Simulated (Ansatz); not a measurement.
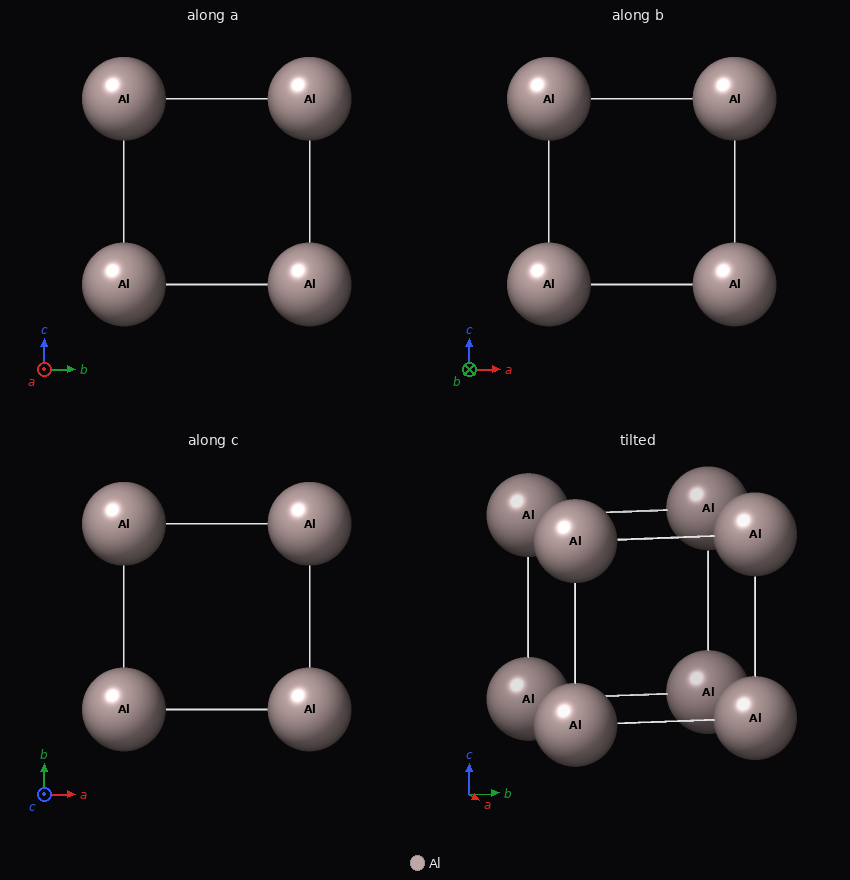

View along the a axis, along the b axis, along the c axis and slightly off an axis, drawn as a spheres-only model. The conventional unit cell is outlined; an atom on or near a face, edge or corner is repeated at each equivalent position.

Lattice parameters: a = 2.682 Å, b = 2.682 Å, c = 2.682 Å, α = 90.00°, β = 90.00°, γ = 90.00°. Put a along x and b in the xy plane.

Q: Express the structure as a POSCAR file.

A:
```
Al
1.0
     2.682    0.000    0.000
     0.000    2.682    0.000
     0.000    0.000    2.682
Al
1
Direct
  0.0000 0.0000 0.0000
```

The structure comes from a structure type filled with this element by a generator (whether the element takes this form wasn't checked). Relaxation method: DFT, LDA (PW92), plane waves (420 eV) with PAW, scalar-relativistic (Ansatz 0.2.0).
